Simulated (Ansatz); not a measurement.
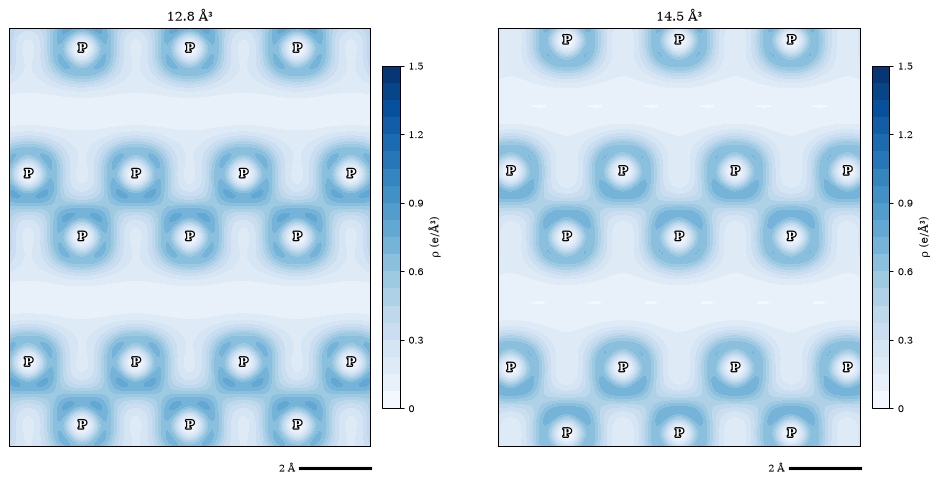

P. The valence charge density (pseudo) of cells scaled evenly to different volumes (given per atom above each panel), on the (110) plane of each (indices in the axes of the cell below), at one length scale and on one colour scale.

A generated structure, not necessarily the stable one.

All numbers below come from DFT, PBEsol, plane waves (420 eV) with PAW, scalar-relativistic in Ansatz 0.2.0.

The density is the valence pseudo-density of a PAW calculation; it isn't the true density close to the nuclei.

The largest cell:

```
P
1.0
     3.23419    0.00000    0.00000
    -1.61709    2.80089    0.00000
     0.00000    0.00000    3.19804
P
2
Direct
  0.33333 0.66667 0.25000
  0.66667 0.33333 0.75000
```

| volume (Å³/atom) | P–P contact in the plane (Å) | ρ at its midpoint (e/Å³) | pressure (GPa) | 
| --- | --- | --- | --- |
| 12.75 | 2.356 | 0.583 | 17.7 | 
| 13.33 | 2.391 | ? | ? | 
| 14.48 | 2.458 | 0.490 | 0.5 | 

### What values belong in the row with question marks?

Over the known rows ln ρ falls by 1.70 per Å of P–P distance (the line through the two), which gives 0.549 e/Å³ at 2.391 Å; the calculation gives 0.550 e/Å³. For the pressure, a straight line in volume between the neighbouring rows gives 11.9 GPa; the calculation gives 10.7, lower because pressure rises ever faster on compression.
